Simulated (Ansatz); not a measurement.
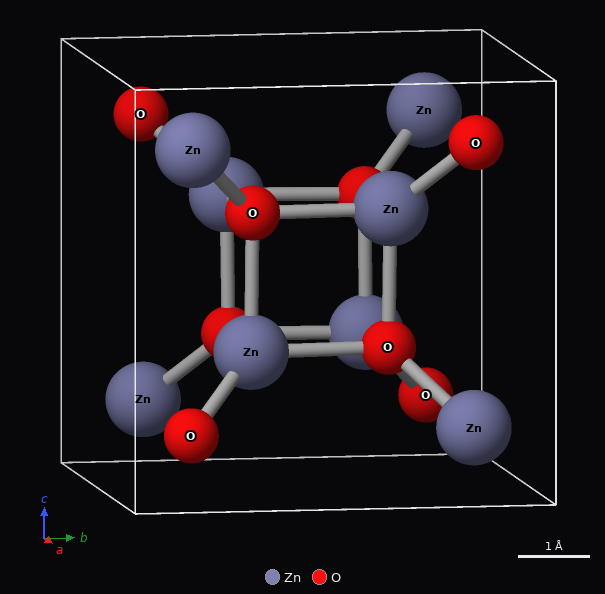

We look at a ball-and-stick model of the crystal slightly off an axis. The edges of the conventional unit cell are marked.

ZnO, space group I-43m (No. 217), a = 6.08 Å, b = 6.08 Å, c = 6.08 Å, α = 90.00°, β = 90.00°, γ = 90.00°.

Run with DFT PBE, scalar-relativistic, plane waves, PAW (Ansatz) and these settings: plane waves up to 420 eV, k-points about 0.24 Å⁻¹ apart, Gaussian smearing of 0.02 eV, no spin polarisation.

**Is the electronic structure metallic or gapped?**

A semiconductor at this level, with a gap of 1.44 eV on the k-mesh (the true edges may lie between mesh points, so the gap can be somewhat smaller).

Starting structure: a structure type filled with these elements by a generator (whether the compound takes this form wasn't checked). The cell was then strained or its atoms displaced on purpose. The atoms were relaxed in a fixed cell with Ansatz, DFT PBE, scalar-relativistic, plane waves, PAW.

At this level of theory the cell isn't at rest (compressed, at 12 GPa), so its distances can differ from those at equilibrium, the more so the softer the solid.
